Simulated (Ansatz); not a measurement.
## Electronic structure of Mg11O12 (cell with a defect) in real space

The calculation's input:

```
crystal:
  lattice:
    - [5.2809543534, -3.0489604175, 0.0]
    - [-1.0e-10, 6.097920835, 0.0]
    - [0.0, 0.0, 8.4761309303]
  atoms:
    - { symbol: Mg, position: [0.3333333333, 0.3333333333, 0.875] }
    - { symbol: Mg, position: [0.0, 0.6666666667, 0.375] }
    - { symbol: Mg, position: [0.0, 0.6666666667, 0.875] }
    - { symbol: Mg, position: [0.6666666667, 1.0, 0.375] }
    - { symbol: Mg, position: [0.6666666667, 1.0, 0.875] }
    - { symbol: Mg, position: [1.0, 0.3333333333, 0.125] }
    - { symbol: Mg, position: [1.0, 0.3333333333, 0.625] }
    - { symbol: Mg, position: [0.6666666667, 0.6666666667, 0.125] }
    - { symbol: Mg, position: [0.6666666667, 0.6666666667, 0.625] }
    - { symbol: Mg, position: [0.3333333333, 1.0, 0.125] }
    - { symbol: Mg, position: [0.3333333333, 1.0, 0.625] }
    - { symbol: O, position: [0.3333333333, 0.3333333333, 0.125] }
    - { symbol: O, position: [0.3333333333, 0.3333333333, 0.625] }
    - { symbol: O, position: [0.0, 0.6666666667, 0.125] }
    - { symbol: O, position: [0.0, 0.6666666667, 0.625] }
    - { symbol: O, position: [0.6666666667, 1.0, 0.125] }
    - { symbol: O, position: [0.6666666667, 1.0, 0.625] }
    - { symbol: O, position: [1.0, 0.3333333333, 0.375] }
    - { symbol: O, position: [1.0, 0.3333333333, 0.875] }
    - { symbol: O, position: [0.6666666667, 0.6666666667, 0.375] }
    - { symbol: O, position: [0.6666666667, 0.6666666667, 0.875] }
    - { symbol: O, position: [0.3333333333, 1.0, 0.375] }
    - { symbol: O, position: [0.3333333333, 1.0, 0.875] }
basis:
  ecutwfc: 420
kpoints:
  mp_grid: { grid: [6, 6, 2] }
hamiltonian:
  xc: pbe
scf:
  occupations: { method: gaussian, width: 0.05 }
output:
  forces: true
  stress: true
  eigenvalues: true
  write_density: true
  write_potential: true
  elf: true
  volumetric_format: npy
relax:
  adjacent_minimum: "off"
  f_tol: 0.02
  max_steps: 50
```

Command:

```sh
ansatz run input.yaml --threads 4 --pin off --max-ram 9216MiB --backend cpu --events-out ev --progress --plain --runs-dir out
```

The fields are those of the relaxed geometry.

Level of theory: Ansatz 0.2.0, DFT PBE, scalar-relativistic, plane waves, PAW.

The density is the valence pseudo-density of a PAW calculation; it isn't the true density close to the nuclei.

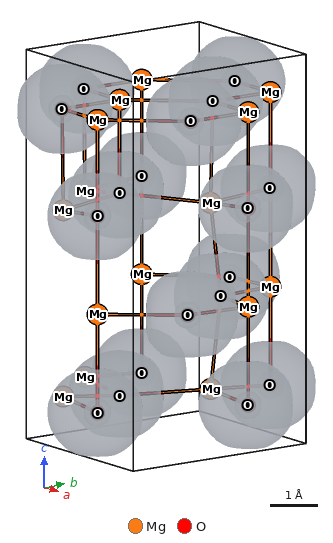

Figure 1. Isosurface of the electron localisation function at 0.6 (grey), seen slightly off an axis. Core shells and regions of very low density are left out. Sticks mark near contacts.

Where are the electrons localised?

Answer. The surface consists of twelve regions wrapped around O (the valence shell of each), counted in one cell of 23 atoms. Regions shared between cells count once.


Mg–O (1.95 Å): the ELF peaks at about 0.85 in the valence shell of O, 0.7 Å from its nucleus, and is about 0.35 at the midpoint. Mg–O (1.99 Å): the ELF peaks at about 0.85 in the valence shell of O, 0.7 Å from its nucleus, and is about 0.35 at the midpoint.

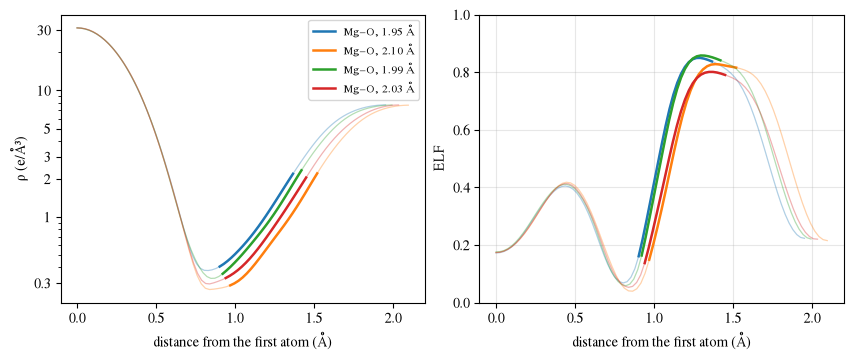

Figure 2. Valence charge density (pseudo) and ELF along straight lines between neighbouring atoms. Thin, pale parts lie inside the atomic spheres.

Compare the contacts.

Answer. Mg–O (1.95 Å): ρ is about 0.48 e/Å³ halfway; the ELF peaks at about 0.85 in the valence shell of O, 0.7 Å from its nucleus, and is about 0.35 at the midpoint.
Mg–O (2.10 Å): the density is about 0.33 e/Å³ at the midpoint; the ELF peaks at about 0.85 in the valence shell of O, 0.7 Å from its nucleus, and is about 0.30 at the midpoint.
Mg–O (1.99 Å): ρ at the midpoint is about 0.43 e/Å³; the ELF peaks at about 0.85 in the valence shell of O, 0.7 Å from its nucleus, and is about 0.35 at the midpoint.
Mg–O (2.03 Å): ρ is about 0.38 e/Å³ halfway; the ELF peaks at about 0.80 in the valence shell of O, 0.7 Å from its nucleus, and is about 0.30 at the midpoint.

Does the calculation make it a metal, or give it a gap?

Answer. It is metallic or semimetallic at this level of theory: no gap opens.
